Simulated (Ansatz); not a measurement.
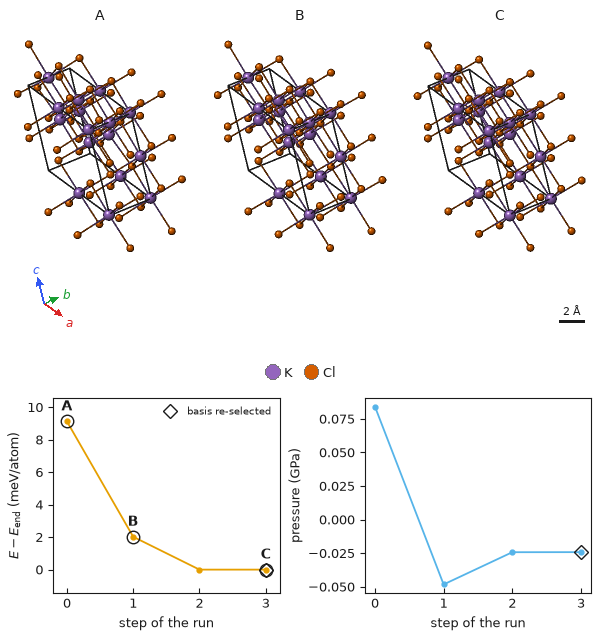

Frames of a relaxation of crystalline KCl (built on the database structure type), marked on the history of the run. A ball-and-stick model of the cell of the calculation, reduced to other axes, seen slightly off an axis. Lengths and directions refer to the drawn axes.

Case: shaken.

Theory: DFT, PBEsol, plane waves, PAW (Ansatz).

Input file:
```yaml
crystal:
  lattice:
    - [-0.0052117321, 6.2372134439, 6.1599685036]
    - [6.3161366702, -0.0641609004, 6.2189176719]
    - [6.2603087171, 6.2403346591, -0.0083329473]
  atoms:
    - { symbol: K, position: [0.0064239496, -0.0041943322, 0.0064935376] }
    - { symbol: Cl, position: [0.2375861736, 0.2515666845, 0.2557789154] }
    - { symbol: K, position: [-0.0004475082, 0.0094055875, 0.5008769132] }
    - { symbol: Cl, position: [0.2648868508, 0.2365252344, 0.7541792572] }
    - { symbol: K, position: [-0.014279241, 0.5016889635, 0.0092915921] }
    - { symbol: Cl, position: [0.2363513672, 0.7452819159, 0.2519375716] }
    - { symbol: K, position: [-0.0103873812, 0.4988731648, 0.5110647137] }
    - { symbol: Cl, position: [0.2468102025, 0.741840634, 0.7616485684] }
    - { symbol: K, position: [0.5082557169, 0.0030790987, -0.007808794] }
    - { symbol: Cl, position: [0.7444134774, 0.2645807848, 0.2543381543] }
    - { symbol: K, position: [0.5014397322, 0.0121683586, 0.4908317034] }
    - { symbol: Cl, position: [0.7451973565, 0.2493510886, 0.7524434205] }
    - { symbol: K, position: [0.5007964541, 0.4976627007, -0.006947409] }
    - { symbol: Cl, position: [0.754211156, 0.7510486359, 0.2496612898] }
    - { symbol: K, position: [0.4876210064, 0.5151439316, 0.510702999] }
    - { symbol: Cl, position: [0.7375493946, 0.7454760119, 0.7575699236] }
kpoints:
  mp_grid: { grid: [4, 4, 4] }
hamiltonian:
  xc: pbesol
scf:
  occupations: { method: fermi_dirac, width: 0.05 }
relax:
  f_tol: 0.01
  cell: {}
  max_steps: 120
```

Question: What happens along the run?

Answer: The energy falls by 9.1 meV per atom in 2 accepted moves (3 points after the start). Largest force component: 0.23 eV/Å at the start, 0.0078 eV/Å at the end. The pressure goes from 0.08 to −0.02 GPa. The SCF was repeated once at an unchanged geometry on a basis and grid sized afresh for the cell, which shifted the energy by less than 0.05 meV per atom at most. Cl4 moves most relative to the cell: 0.15 Å along [1 −3 −3]. Largest moves by element: Cl 0.15 Å, K 0.13 Å. The drawn cell changes as follows: a 8.766 → 8.828 Å (+0.7 %), b 8.792 → 8.830 Å (+0.4 %), c 8.862 → 8.837 Å (−0.3 %), α 119.3° → 120.0°, β 90.7° → 90.0°, γ 119.5° → 120.0°; the volume changes by −0.2 %. Near-neighbour distances that change, for instance: K5–Cl10 2.964 → 3.117 Å, Cl4–K5 3.278 → 3.127 Å, Cl2–K3 2.975 → 3.118 Å, K3–Cl16 3.258 → 3.125 Å. Among the angles between lasting bonds that change: Cl4–K15–Cl14 172.4° → 179.9°, Cl6–K15–Cl12 173.2° → 179.9°, K1–Cl4–K15 173.7° → 179.9°. The space group stays P1 (No. 1). The run took 47 s on 1 × NVIDIA H100 80GB HBM3 with 2 threads of AMD EPYC 7R13 Processor (Zen 3) (shared host), peak memory 1.3 GiB. From step 0 to 1: Cl and K atoms move most (0.10 Å), volume +0.1 %, energy −7.1 meV per atom. From step 1 to 3: K1 moves most (0.07 Å), volume −0.4 %, energy −2.0 meV per atom.
